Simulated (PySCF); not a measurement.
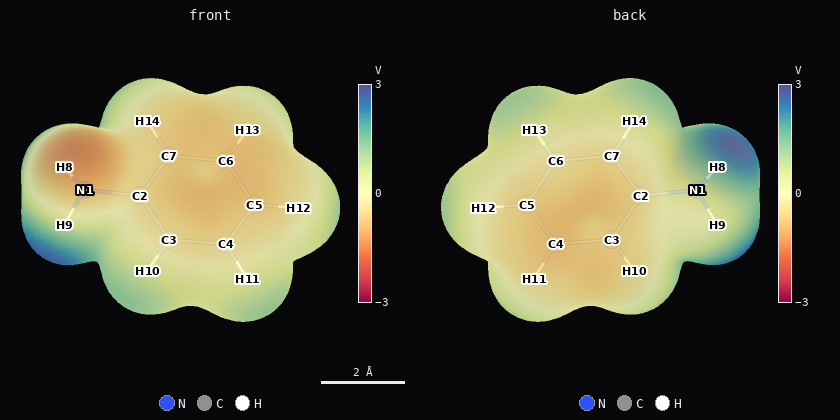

Figure. C$_{6}$H$_{7}$N. The electrostatic potential painted on the density surface at 0.004 e/bohr³, seen from the front and from behind; red is negative and blue positive.

Geometry: PBE0-D3(BJ)/def2-TZVP.

The calculation used PBE0/pcSseg-2, SCF density, gas phase, non-relativistic in PySCF 2.14.0.

```
atom    x (Å)    y (Å)    z (Å)
   N   2.3008  -0.1159   0.1012
   C   0.9183  -0.0472   0.0388
   C   0.2490   1.1391   0.3465
   C  -1.1341   1.1891   0.3370
   C  -1.8841   0.0648   0.0231
   C  -1.2218  -1.1154  -0.2828
   C   0.1609  -1.1770  -0.2761
   H   2.7234  -0.8529  -0.4384
   H   2.7837   0.7614  -0.0004
   H   0.8229   2.0254   0.5977
   H  -1.6308   2.1224   0.5778
   H  -2.9661   0.1081   0.0159
   H  -1.7887  -2.0054  -0.5322
   H   0.6649  -2.1086  -0.5133
```

### Which sites attract a positive test charge, and which a negative one?

A positive charge is drawn to the negative regions and a negative charge to the positive ones. The most negative region (about −1.4 V) lies over N1, the most positive (about +2.7 V) over H8 and H9. N1 is the likeliest acceptor of a hydrogen bond.

### What dipole moment does the calculation give?

Its dipole moment is 1.66 D.
